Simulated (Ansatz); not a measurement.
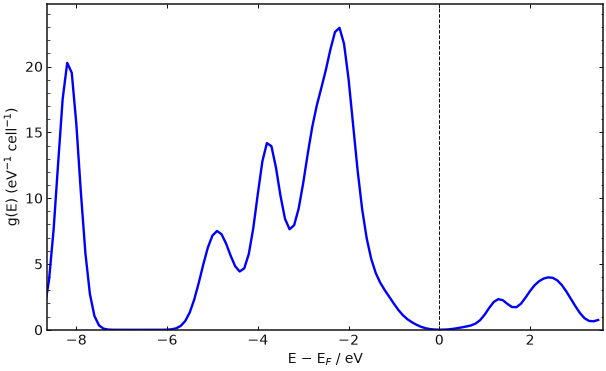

Density of states. Energies are counted from the Fermi level. The DOS curve is built from the levels of the k mesh with Gaussians 0.55 eV wide, which also blur the band edges; ripples of that width can come from the mesh.

System: Cs2AgBiBr6, space group Fm-3m (No. 225), 10 atoms in the primitive cell, relaxed with r2SCAN.

```
Cs Ag Bi Br
1.0
     0.00000    5.67280    5.67280
     5.67280    0.00000    5.67280
     5.67280    5.67280    0.00000
Cs Ag Bi Br
2 1 1 6
Direct
  0.25000 0.25000 0.25000
  0.75000 0.75000 0.75000
  0.50000 0.50000 0.50000
  0.00000 0.00000 0.00000
  0.25182 0.74818 0.25182
  0.25182 0.74818 0.74818
  0.74818 0.25182 0.74818
  0.74818 0.25182 0.25182
  0.25182 0.25182 0.74818
  0.74818 0.74818 0.25182
```

Method: PBE, Ansatz PAW set, no spin polarisation, no spin-orbit coupling, 4×4×4 k mesh, 420 eV cutoff (Ansatz 0.2.0).

Metal or insulator, going by the density of states?

Answer. There is a gap; over the k points computed it is 1.28 eV (indirect; the smallest direct gap on the k mesh is 2.30 eV).

Spin-orbit coupling is left out, which matters for Bi and Br.
